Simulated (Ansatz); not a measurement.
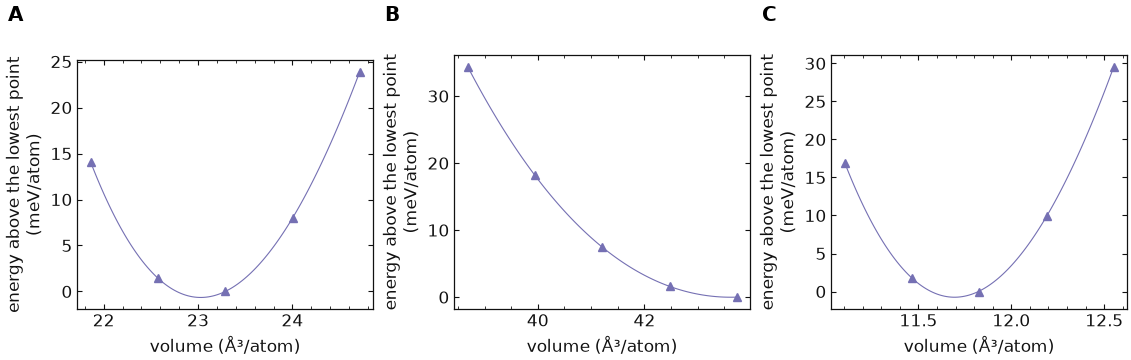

Each panel shows the energy above the lowest point against volume for one of these solids: AlNi, Pm-3m (No. 221); Ca, Fm-3m (No. 225); GaAs, F-43m (No. 216).

Calculation (Ansatz 0.2.0 development build): equation of state of a cubic crystal from periodic Kohn-Sham density functional theory without spin, third-order Birch-Murnaghan fit to the free energies; pressure corrected for the finite basis. Level: HSE06.

Which panel belongs to which solid?

Answer. A is GaAs (energy above the lowest point from 0.0 meV/atom to 23.9 meV/atom, V0 23.03 Å³/atom, B0 72.6 GPa); B is Ca (energy above the lowest point from 0.0 meV/atom to 34.4 meV/atom, V0 43.62 Å³/atom, B0 16.5 GPa); C is AlNi (energy above the lowest point from 0.0 meV/atom to 29.6 meV/atom, V0 11.69 Å³/atom, B0 174 GPa).

For AlNi, limits of the calculation: coarse k-mesh, values are not converged in k; run without spin, though Ni often carries a moment.

For Ca, limits of the calculation: modest k-mesh, values are not fully converged in k.

For GaAs, limits of the calculation: modest k-mesh, values are not fully converged in k.
